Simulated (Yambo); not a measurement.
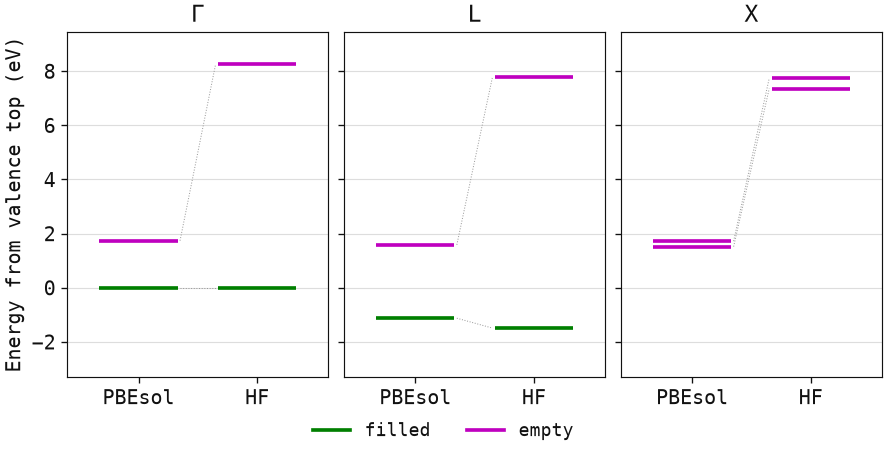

Levels at Γ, L and X in PBEsol and in HF, each set counted from its own valence top. Only the states that were corrected are drawn, so degenerate partners can be missing.

System: zincblende GaP, space group F-43m, 2 atoms in the primitive cell; cubic a = 5.451 Å. Starting point: PBEsol, PseudoDojo 0.4 SR PBEsol stringent, no spin polarisation, no spin-orbit coupling, 4×4×4 k mesh, 1551 eV cutoff, fixed occupations (Yambo 5.3.0). Many-body step: HF with cutoff of exchange and Vxc 114 Ry.

> By how much does the gap open?

Over the k points that were corrected, the smallest gap goes from 1.52 eV in PBEsol (Γ to X) to 7.36 eV in HF (Γ to X), a change of +5.84 eV (+385 %).

> Is the correction a rigid shift of the empty levels?

Counted from the valence top, the lowest empty level moves by +6.52 eV at Γ, +6.20 eV at L and +5.84 eV at X; over the 8 points that were corrected the shifts run from +5.84 to +6.52 eV: a spread of 0.68 eV on a mean of 6.26 eV, so one scissor shift doesn't describe this level. Only two empty levels a point were corrected, so a higher one could drop under them. The top filled level also moves against the valence top, by −0.92 eV at X.

| k point | PBEsol direct gap (eV) | HF direct gap (eV) |
| --- | --- | --- |
| Γ | 1.74 | 8.26 |
| L | 2.71 | 9.27 |
| X | 4.23 | 10.99 |

Hartree-Fock has no screening and overstates gaps by far. The k mesh is coarse (spacing up to 0.50 Å⁻¹), so the values aren't converged.
